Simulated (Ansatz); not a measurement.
**Geometry relaxation of TiO (part 2 of 2)**

The same run, continued: TiO (P-62m, 6 atoms in the cell); DFT r2SCAN, scalar-relativistic, plane waves, PAW, no spin polarisation (Ansatz 0.2.0); cutoff 500 eV, 12×12×12 k-mesh, Gaussian smearing of 0.1 eV. The structure derives from a Materials Project entry.

Geometry of the input (Å; fractional positions):
```
4.9891  0.0000  0.0000
-2.4945  4.3207  0.0000
0.0000  0.0000  2.8733
Ti 0.6667  0.3333  0.5000
Ti 0.3333  0.6667  0.5000
Ti 0.0000  0.0000  0.0000
O  0.6056  0.6056  0.0000
O  0.3944  0.0000  0.0000
O  0.0000  0.3944  0.0000
```

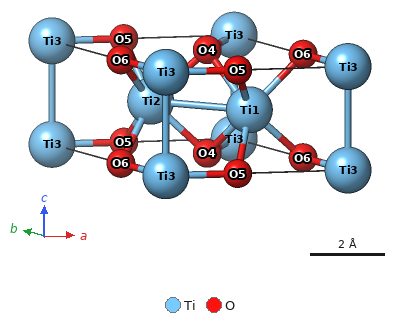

**Figure 1.** The geometry at step 1 of the log (ball-and-stick view of the cell of the calculation, seen at an oblique angle; atoms are numbered from 1 in the order of the input).

### What the program printed, continued
```
SCF iter   1: F=—  HF=-9227.935900 eV  |F-HF|=—  |Δ(HF+E_count)|=         —  Δρ=4.33e-4  dr2=2.18e-4  dr2_τ=1.06e-3  ethr=4.17e-7  ⟨swp⟩=2.0  Hψ=23451  notcnv=0
preconditioner: auto → Kerker (q_TF=auto, 2.669 Å⁻¹)  [metal: Δε(μ)=0.049 eV  Ē_g=10.503 eV  σ=0.100 eV  W_gap=0.26  n_scr=26 (ndim 8)  ℏωp=25.9 eV  f_vac=0.000  D(μ)=0.62/eV (n_scr^D=0)]
SCF iter   2: F=—  HF=-9227.937052 eV  |F-HF|=—  |Δ(HF+E_count)|=   1.15e-3  Δρ=3.49e-4  dr2=7.35e-5  dr2_τ=8.72e-6  ethr=4.04e-7  ⟨swp⟩=2.0  Hψ=7594  notcnv=0
SCF iter   3: F=—  HF=-9227.937049 eV  |F-HF|=—  |Δ(HF+E_count)|=   3.07e-6  Δρ=1.57e-4  dr2=1.64e-5  dr2_τ=8.70e-7  ethr=1.36e-7  ⟨swp⟩=2.0  Hψ=4794  notcnv=0
SCF iter   4: F=—  HF=-9227.937052 eV  |F-HF|=—  |Δ(HF+E_count)|=   2.25e-6  Δρ=6.62e-5  dr2=2.82e-6  dr2_τ=2.08e-7  ethr=3.04e-8  ⟨swp⟩=2.0  Hψ=6388  notcnv=0
SCF iter   5: F=—  HF=-9227.937052 eV  |F-HF|=—  |Δ(HF+E_count)|=   9.82e-8  Δρ=3.21e-5  dr2=8.98e-7  dr2_τ=6.65e-8  ethr=5.23e-9  ⟨swp⟩=2.0  Hψ=6059  notcnv=0
SCF iter   6: F=-9227.937051 eV  HF=-9227.937052 eV  |F-HF|=1.38e-7  |Δ(HF+E_count)|=   9.17e-8  Δρ=1.82e-5  dr2=2.31e-7  dr2_τ=1.96e-8  ethr=1.11e-9  ⟨swp⟩=9.4  Hψ=28816  notcnv=0
SCF 2 converged in 6 iterations: F = -9227.937051 eV  dr2 = 2.31e-7
  Residual-converged pass: ⟨swp⟩=1.0  Hψ=4924  notcnv=0  max |occ|·‖R‖ = 7.0e-9 eV (tolerance 1.0e-8 eV)  dr2=2.31e-7  dr2_τ=1.96e-8  dr2_onsite=1.10e-8  max |Δocc| = 8.5e-11
relax step   2: F+E_penalty+E_count = -9227.93705147 eV  Δ(F+E_penalty+E_count) = -2.045e-3 eV  max|allowed force component| = 1.122e-2 eV/Å  Δτ_max = 0.0007 Å  P = -0.400 GPa  Ω = 61.649 Å³  energy of the carried Pulay correction = +2.463e-4 eV  (6 SCF iters, dr2 threshold 6.00e-7 eV, accepted)
Crystal: 6 atoms, lattice volume = 61.546 Å³
iter 1 solved again at ethr=3.63e-8 eV; its pass at ethr=3.10e-3 eV (dr2=1.96e-5 eV) is discarded
SCF iter   1: F=—  HF=-9227.937127 eV  |F-HF|=—  |Δ(HF+E_count)|=         —  Δρ=1.30e-4  dr2=1.82e-5  dr2_τ=1.38e-4  ethr=3.63e-8  ⟨swp⟩=2.0  Hψ=23419  notcnv=0
preconditioner: auto → Kerker (q_TF=auto, 2.669 Å⁻¹)  [metal: Δε(μ)=0.047 eV  Ē_g=10.513 eV  σ=0.100 eV  W_gap=0.25  n_scr=26 (ndim 8)  ℏωp=25.9 eV  f_vac=0.000  D(μ)=0.62/eV (n_scr^D=0)]
SCF iter   2: F=—  HF=-9227.937274 eV  |F-HF|=—  |Δ(HF+E_count)|=   1.46e-4  Δρ=1.11e-4  dr2=6.59e-6  dr2_τ=7.15e-7  ethr=3.37e-8  ⟨swp⟩=2.0  Hψ=7993  notcnv=0
SCF iter   3: F=—  HF=-9227.937273 eV  |F-HF|=—  |Δ(HF+E_count)|=   1.42e-7  Δρ=5.20e-5  dr2=2.21e-6  dr2_τ=1.20e-7  ethr=1.22e-8  ⟨swp⟩=2.3  Hψ=5774  notcnv=0
SCF iter   4: F=—  HF=-9227.937274 eV  |F-HF|=—  |Δ(HF+E_count)|=   2.21e-7  Δρ=2.29e-5  dr2=4.86e-7  dr2_τ=1.78e-8  ethr=4.09e-9  ⟨swp⟩=3.0  Hψ=6404  notcnv=0
SCF iter   5: F=-9227.937274 eV  HF=-9227.937274 eV  |F-HF|=8.83e-8  |Δ(HF+E_count)|=   6.59e-8  Δρ=1.33e-5  dr2=1.79e-7  dr2_τ=6.81e-9  ethr=7.66e-10  ⟨swp⟩=8.1  Hψ=23893  notcnv=0
SCF 3 converged in 5 iterations: F = -9227.937274 eV  dr2 = 1.79e-7
relax step   3: F+E_penalty+E_count = -9227.93727365 eV  Δ(F+E_penalty+E_count) = -2.222e-4 eV  max|allowed force component| = 1.482e-3 eV/Å  Δτ_max = 0.0003 Å  P = +0.005 GPa  Ω = 61.546 Å³  energy of the carried Pulay correction = +3.347e-4 eV  (5 SCF iters, dr2 threshold 4.13e-7 eV, accepted)
Initial wavefunctions: pseudopotential atomic-orbital guess (no wavefunctions were taken with the density)
iter 1 solved again at ethr=9.23e-9 eV; its pass at ethr=3.10e-3 eV (dr2=4.99e-6 eV) is discarded
SCF iter   1: F=—  HF=-9227.936934 eV  |F-HF|=—  |Δ(HF+E_count)|=         —  Δρ=2.77e-5  dr2=2.17e-7  dr2_τ=2.50e-7  ethr=9.23e-9  ⟨swp⟩=4.2  Hψ=29301  notcnv=0
SCF iter   2: F=—  HF=-9227.936934 eV  |F-HF|=—  |Δ(HF+E_count)|=   3.77e-7  Δρ=1.58e-5  dr2=7.04e-8  dr2_τ=1.87e-8  ethr=4.01e-10  ⟨swp⟩=2.1  Hψ=5561  notcnv=0
SCF iter   3: F=—  HF=-9227.936934 eV  |F-HF|=—  |Δ(HF+E_count)|=   2.19e-8  Δρ=8.62e-6  dr2=4.87e-8  dr2_τ=4.79e-9  ethr=1.30e-10  ⟨swp⟩=2.4  Hψ=6286  notcnv=0
SCF iter   4: F=—  HF=-9227.936934 eV  |F-HF|=—  |Δ(HF+E_count)|=   5.42e-9  Δρ=2.39e-6  dr2=2.30e-9  dr2_τ=3.59e-10  ethr=9.02e-11  ⟨swp⟩=2.1  Hψ=5208  notcnv=0
SCF iter   5: F=—  HF=-9227.936934 eV  |F-HF|=—  |Δ(HF+E_count)|=  6.13e-10  Δρ=1.23e-6  dr2=7.96e-10  dr2_τ=1.27e-10  ethr=4.25e-12  ⟨swp⟩=2.0  Hψ=6383  notcnv=0
SCF iter   6: F=-9227.936934 eV  HF=-9227.936934 eV  |F-HF|=7.28e-12  |Δ(HF+E_count)|=  8.19e-11  Δρ=2.41e-7  dr2=4.01e-11  dr2_τ=6.30e-12  ethr=1.00e-12  ⟨swp⟩=4.4  Hψ=20175  notcnv=0
SCF 4 converged in 6 iterations: F = -9227.936934 eV  dr2 = 4.01e-11
relax step   4: F+E_penalty+E_count = -9227.93693424 eV  Δ(F+E_penalty+E_count) = +3.394e-4 eV  max|allowed force component| = 1.651e-3 eV/Å  Δτ_max = 0.0000 Å  P = +0.006 GPa  Ω = 61.546 Å³  stress off target by 1.75e-2 GPa  SCF on the basis re-selected at this cell (its energy is not comparable with the rows above)  (6 SCF iters)
basis re-selected at this cell: Δ(F+E_penalty+E_count) = +3.394e-4 eV, ΔP = +0.001 GPa vs the last step (what re-selecting the basis moved, of the pressure what is left beyond the Pulay correction that the steps carried, after the strain that the cell walked since its last selection, with what the two solves' SCF thresholds leave and, on support functions, any second-order correction that the steps lacked; it is no measure of the basis error at this ecutwfc). This SCF's stress stands 1.75e-2 GPa from its target on what of the cell is left free (relax.cell.stress_tol is 5.00e-2 GPa) and its largest allowed force component is 1.65e-3 eV/Å (relax.f_tol is 5.00e-3 eV/Å): within both
SCF converged after 6 iterations
Free energy (F): -9227.936934 eV
Harris-Foulkes:  -9227.936934 eV  (|F-HF|=7.28e-12)
Internal energy: -9227.933834 eV  (E = F + TS)
E sigma→0 (E₀):  -9227.935384 eV
Entropy (-TS):   -0.003100 eV (-0.517 meV/atom)
Fermi energy:    16.198346 eV
--- Per-component energies (eV) ---
  E_band       = -412.656250
  E_kinetic    = 1358.630628
  E_local      = -2990.302897  (includes V_loc(G=0)·N_el)
  E_nonlocal   = 162.701569
  E_hartree    = 1191.105560
  E_xc         = -504.134653
  E_vxc        = -721.881827  (∫ρ·V_xc dr)
  E_paw        = -3650.643281  (= ΣΔE_a)
  E_vpaw       = -651.302374  (= ΣTr[D̂ρ^β])
  E_aug_tail   = 0.003296  (compensation charges beyond the density's cutoff)
  E_vtau       = 47.284023  (kinetic-family band-sum trace: ∫τ·v_τ [+ j·A + Jᵃ·Aᵃ] dr)
  E_ewald      = -4794.437863
  E_core_change = -0.856194  (= ΣΔE_core)
  E_smearing   = -0.003100  (= −TS)
  E_closure    = -0.000000  (closes the sum)
  Σ components = -9227.936934   (vs F -9227.936934, Δ=0.00e0)
--- Forces (eV/Å), atoms counted from 1 ---
  atom   1  Ti     0.00000000     0.00000000     0.00000000
  atom   2  Ti     0.00000000     0.00000000     0.00000000
  atom   3  Ti    -0.00000000    -0.00000000     0.00000000
  atom   4  O      0.00082560     0.00142998     0.00000000
  atom   5  O     -0.00165119     0.00000000     0.00000000
  atom   6  O      0.00082560    -0.00142998     0.00000000
  max |Σ_I F_I| component: 8.32e-17 eV/Å
--- Stress (GPa, compression-positive) ---
        0.000139      -0.000000       0.000000
       -0.000000       0.000139       0.000000
        0.000000       0.000000       0.017488
  P = ⅓ Tr σ = 0.0059 GPa (0.059 kbar)
--- Band table (eV; the first three rows and the last of 133) ---
  k-point 0: bands = ["-44.5475", "-44.4658", "-44.0121", "-19.9776", "-19.9776", "-19.6730", "-19.6730", "-19.6259", "-19.5331", "-19.3558", "-19.3558", "-18.7968", "-7.2784", "-5.7357", "-5.7357", "6.4969", "8.1369", "8.1369", "9.1233", "9.1233", "9.2574", "9.9437", "9.9437", "10.2713", "12.5168", "15.2980", "15.3519", "15.3519", "16.7081", "16.7081", "17.0828", "17.0828", "17.3636"]
  k-point 1: bands = ["-44.5435", "-44.4623", "-44.0089", "-19.9673", "-19.9673", "-19.6699", "-19.6654", "-19.6654", "-19.5657", "-19.3566", "-19.3566", "-18.8259", "-7.2059", "-5.7512", "-5.7512", "6.6169", "8.0881", "8.0881", "9.0667", "9.0667", "9.2965", "9.8848", "9.9150", "9.9150", "12.9125", "15.2492", "15.2492", "15.4627", "16.8420", "16.8420", "17.1549", "17.1549", "17.4158"]
  k-point 2: bands = ["-44.5325", "-44.4526", "-44.0002", "-19.9391", "-19.9391", "-19.7882", "-19.6541", "-19.6438", "-19.6438", "-19.3597", "-19.3597", "-18.9049", "-7.0067", "-5.7940", "-5.7940", "6.9497", "7.9499", "7.9499", "8.9135", "8.9135", "9.0009", "9.5127", "9.8591", "9.8591", "13.7515", "15.0384", "15.0384", "15.9381", "17.0622", "17.0622", "17.2584", "17.2584", "17.5635"]
  k-point 132: bands = ["-44.4500", "-44.4500", "-43.9641", "-20.1524", "-20.1524", "-19.8727", "-19.6763", "-19.6763", "-19.4915", "-19.3753", "-19.3753", "-19.2037", "-6.1655", "-5.9409", "-5.9409", "7.4167", "7.4167", "7.7634", "7.7634", "8.0641", "8.2420", "8.8952", "10.1157", "10.1157", "14.6335", "14.6766", "14.6766", "17.4764", "17.4764", "17.7243", "17.7924", "17.7924", "18.0673"]
--- Relaxed structure (3 steps of the walk, 3 accepted, 1 SCFs on fresh bases) ---
  F+E_penalty+E_count = -9227.93693424 eV   max|allowed force component| = 1.651e-3 eV/Å   (the final SCF, on the basis selected at the relaxed cell)
  cell:  # Å, volume = 61.5458 Å³
    - [4.980115265499488, 0.0, 0.0]
    - [-2.490057632749744, 4.31290633369724, 0.0]
    - [0.0, 0.0, 2.8654226608959075]
  atoms:
    - { symbol: Ti, position: [0.6666666666666666, 0.3333333333333333, 0.5] }
    - { symbol: Ti, position: [0.3333333333333333, 0.6666666666666666, 0.5] }
    - { symbol: Ti, position: [-1.8109559336104717e-21, 2.2287364396913264e-35, 0.0] }
    - { symbol: O, position: [0.6057670847445668, 0.6057670847445668, 0.0] }
    - { symbol: O, position: [0.3942329152554333, 0.0, 0.0] }
    - { symbol: O, position: [-2.7755575615628914e-17, 0.39423291525543325, 0.0] }
```

### Trajectory as extended XYZ (Å, eV, eV/Å), 4 frames, from step=1 to step=4
```
6
Lattice="4.9891 0.0000 0.0000 -2.4945 4.3207 0.0000 0.0000 0.0000 2.8733" Properties=species:S:1:pos:R:3:forces:R:3 step=1 energy=-9227.93501 pressure_GPa=-1.51
Ti    2.4945    1.4402    1.4367    0.0000   0.0000   0.0000
Ti    0.0000    2.8805    1.4367    0.0000   0.0000   0.0000
Ti    0.0000    0.0000    0.0000    0.0000   0.0000   0.0000
O     1.5106    2.6164    0.0000    0.0171   0.0297   0.0000
O     1.9679    0.0000    0.0000   -0.0343   0.0000   0.0000
O    -0.9839    1.7043    0.0000    0.0171  -0.0297   0.0000
6
Lattice="4.9827 0.0000 0.0000 -2.4913 4.3151 0.0000 0.0000 0.0000 2.8673" Properties=species:S:1:pos:R:3:forces:R:3 step=2 energy=-9227.93705 pressure_GPa=-0.40
Ti    2.4913    1.4384    1.4336    0.0000   0.0000   0.0000
Ti    0.0000    2.8767    1.4336    0.0000   0.0000   0.0000
Ti    0.0000    0.0000    0.0000    0.0000   0.0000   0.0000
O     1.5090    2.6137    0.0000    0.0056   0.0097   0.0000
O     1.9646    0.0000    0.0000   -0.0112   0.0000   0.0000
O    -0.9823    1.7014    0.0000    0.0056  -0.0097   0.0000
6
Lattice="4.9801 0.0000 0.0000 -2.4901 4.3129 0.0000 0.0000 0.0000 2.8654" Properties=species:S:1:pos:R:3:forces:R:3 step=3 energy=-9227.93727 pressure_GPa=0.00
Ti    2.4901    1.4376    1.4327    0.0000   0.0000   0.0000
Ti    0.0000    2.8753    1.4327    0.0000   0.0000   0.0000
Ti    0.0000    0.0000    0.0000    0.0000   0.0000   0.0000
O     1.5084    2.6126    0.0000    0.0007   0.0013   0.0000
O     1.9633    0.0000    0.0000   -0.0015   0.0000   0.0000
O    -0.9817    1.7003    0.0000    0.0007  -0.0013   0.0000
6
Lattice="4.9801 0.0000 0.0000 -2.4901 4.3129 0.0000 0.0000 0.0000 2.8654" Properties=species:S:1:pos:R:3:forces:R:3 step=4 energy=-9227.93693 pressure_GPa=0.01
Ti    2.4901    1.4376    1.4327    0.0000   0.0000   0.0000
Ti    0.0000    2.8753    1.4327    0.0000   0.0000   0.0000
Ti    0.0000    0.0000    0.0000    0.0000   0.0000   0.0000
O     1.5084    2.6126    0.0000    0.0008   0.0014   0.0000
O     1.9633    0.0000    0.0000   -0.0017   0.0000   0.0000
O    -0.9817    1.7003    0.0000    0.0008  -0.0014   0.0000
```

### Results in brief

| quantity | value |
| --- | --- |
| outcome | converged |
| space group (tolerance 0.01 Å) | P-62m (189) |
| electrons treated | 54 |
| free energy | −9227.9369 eV |
| Fermi energy | 16.198 eV |
| gap on the k-point mesh | none (metallic) |
| pressure | 0.01 GPa |
| final volume | 61.55 Å³ |
| largest force (length of the vector) at the end | 0.002 eV/Å |
| final cell | a = 4.980 Å, b = 4.980 Å, c = 2.865 Å, α = 90.00°, β = 90.00°, γ = 120.00° |
| hardware | 2 threads of Arm Neoverse V2, 24 GiB of memory available, shared host |
| wall time | 2 min (CPU time 4.1 min) |
| peak memory | 0.7 GiB |
